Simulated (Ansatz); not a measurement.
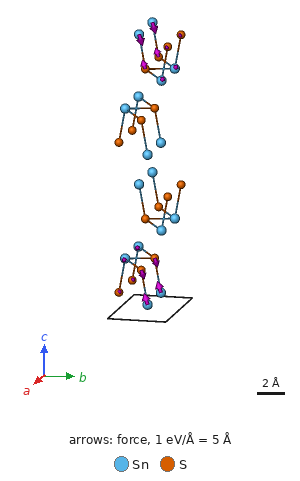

Starting geometry of a slab of composition SnS (cut from the Pnma phase) with the computed forces as purple arrows. The picture is a ball-and-stick view of the 2 × 1 repeat of the cell, outlined in the plane, without the vacuum, seen slightly off an axis.

Case: (1 0 0) slab, atoms relaxed. The slab is the (1 0 0) face of SnS.

Level of theory: DFT PBE, scalar-relativistic, plane waves, PAW in Ansatz.

Input
```yaml
crystal:
  lattice:
    - [4.0222571035, 0.0, 0.0]
    - [0.0, 4.4565668332, 0.0]
    - [0.0, 0.0, 35.1125800487]
  atoms:
    - { symbol: Sn, position: [0.75, 0.6305048277, 0.2135986586] }
    - { symbol: S, position: [0.25, 0.0226094812, 0.2229300581] }
    - { symbol: S, position: [0.75, 0.5226094812, 0.2880382341] }
    - { symbol: Sn, position: [0.25, 0.1305048277, 0.2973696336] }
    - { symbol: Sn, position: [0.75, 0.8694951723, 0.3766092279] }
    - { symbol: S, position: [0.25, 0.4773905188, 0.3859406273] }
    - { symbol: S, position: [0.75, 0.9773905188, 0.4510488034] }
    - { symbol: Sn, position: [0.25, 0.3694951723, 0.4603802028] }
    - { symbol: Sn, position: [0.75, 0.6305048277, 0.5396197972] }
    - { symbol: S, position: [0.25, 0.0226094812, 0.5489511966] }
    - { symbol: S, position: [0.75, 0.5226094812, 0.6140593727] }
    - { symbol: Sn, position: [0.25, 0.1305048277, 0.6233907721] }
    - { symbol: Sn, position: [0.75, 0.8694951723, 0.7026303664] }
    - { symbol: S, position: [0.25, 0.4773905188, 0.7119617659] }
    - { symbol: S, position: [0.75, 0.9773905188, 0.7770699419] }
    - { symbol: Sn, position: [0.25, 0.3694951723, 0.7864013414] }
basis:
  ecutwfc: 420
kpoints:
  mp_grid: { grid: [7, 6, 1] }
hamiltonian:
  xc: pbe
scf:
  occupations: { method: gaussian, width: 0.05 }
output:
  forces: true
  eigenvalues: true
relax:
  adjacent_minimum: "off"
  f_tol: 0.02
  max_steps: 60
efield:
  axis: 3
  dipole_correction: true
  ramp_width: 0.04
```

Command:
```bash
ansatz run input.yaml --threads 4 --pin off --max-ram 8192MiB --backend cpu --events-out ev --progress --plain --runs-dir out
```

Q: Is this structure relaxed? If not, where do the atoms go?

A: It isn't relaxed: the largest force vector, on Sn atoms, is 0.19 eV/Å. The final displacements follow the starting forces only in part (cosine between the two patterns 0.53). The largest moves relative to the layer's centre, 0.061 Å, are those of Sn1 and Sn16. Sn1 goes at 39° to the normal (+c side). Largest moves by element: Sn 0.061 Å, S 0.019 Å. The lattice vectors keep their values. Among the contacts that change: S14–Sn16 2.658 → 2.617 Å, S2–Sn4 2.658 → 2.631 Å, S15–Sn16 2.684 → 2.699 Å. The energy falls by 10.7 meV per cell of the calculation in 3 geometry steps. Largest force component: 0.18 eV/Å at the start, 0.016 eV/Å at the end.
